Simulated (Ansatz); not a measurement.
Structure (in its standard cell), the geometry relaxed with DFT, PBEsol, plane waves (420 eV) with PAW, scalar-relativistic (Ansatz); the starting structure was generated, so it need not be a known form of this composition:

```
Pd
1.0
     2.56663    0.00000    0.00000
     0.00000    2.56663    0.00000
     0.00000    0.00000    2.56663
Pd
1
Cartesian
  0.0000 0.0000 0.0000
```

> What does the kinematic electron diffraction pattern along [211] look like at 200 kV (B = 0.5 Å²)?

The spots form a rectangular net whose two shortest vectors correspond to d = 1.81 Å and 1.48 Å, 90.0° apart. They are 0 -1 1 and -1 1 1. The pattern has symmetry 2mm. No reflection of this zone is absent.

Strongest reflections with d > 0.80 Å, one of each family (|F|² from tabulated Gaussian fits of the electron scattering factors, times a small damping for the curvature of the Ewald sphere):

```
    hkl  d (Å)  I (strongest = 100)
 0 1 -1  1.815                  100
1 -1 -1  1.482                   66
 1 0 -2  1.148                   34
 0 2 -2  0.907                   16
```

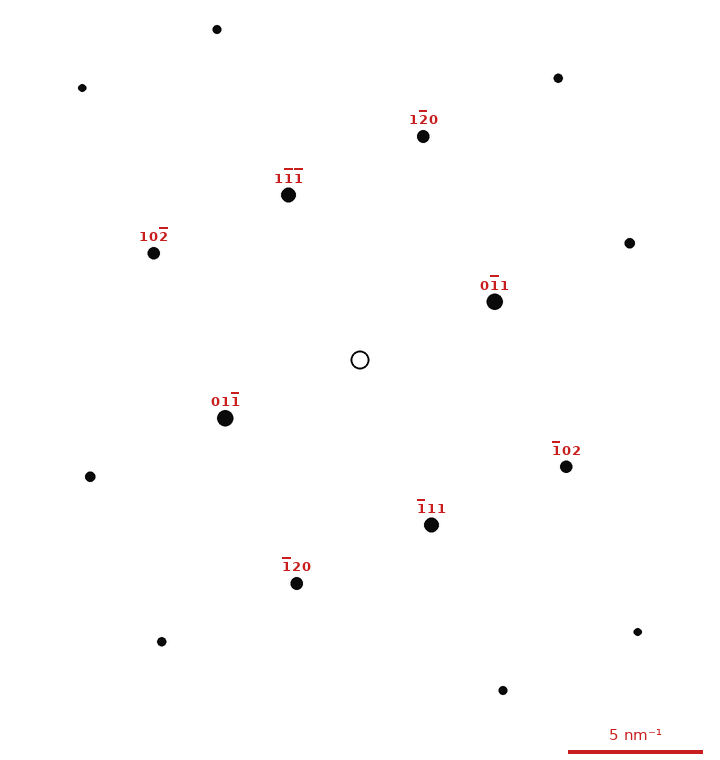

Calculated pattern, seen from the source side with [211] pointing towards the source.
